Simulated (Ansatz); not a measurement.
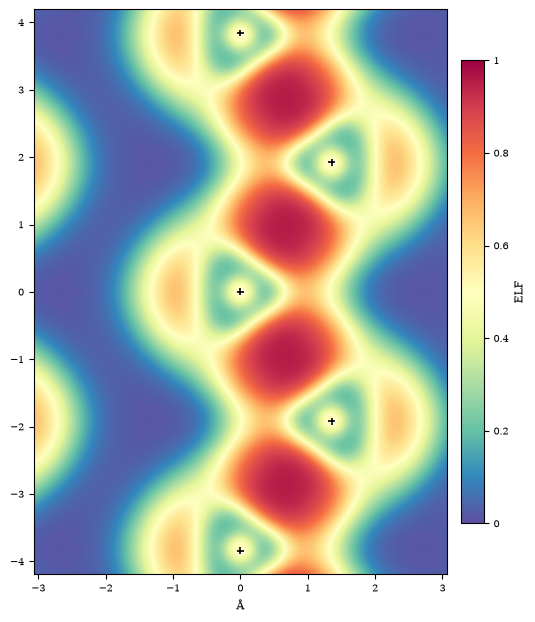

The electron localisation function on a plane through atoms (crosses mark nuclei in the plane).

Computed with Ansatz, DFT PBEsol, scalar-relativistic, plane waves, PAW.

Candidates:
A. AlCu₃, a = 4.18 Å, b = 5.12 Å, c = 4.47 Å, α = 90.00°, β = 90.00°, γ = 90.00°. Space group Pmmn; a structure from a database of computed crystals, not necessarily the ambient phase; computed without spin polarisation.
B. Si₃₂C (cell with a defect), a = 9.41 Å, b = 9.41 Å, c = 9.41 Å, α = 109.47°, β = 109.47°, γ = 109.47°. 
C. Si, a = 5.43 Å, b = 5.43 Å, c = 5.43 Å, α = 90.00°, β = 90.00°, γ = 90.00°. Space group Fd-3m; a structure from a database of computed crystals, not necessarily the ambient phase.

> Which system is this?

Candidate C: Si on the (011) plane of the conventional cell, which holds Si. Si–Si (2.35 Å): the ELF peaks at about 0.95 between the atoms; localised, covalent bonding.
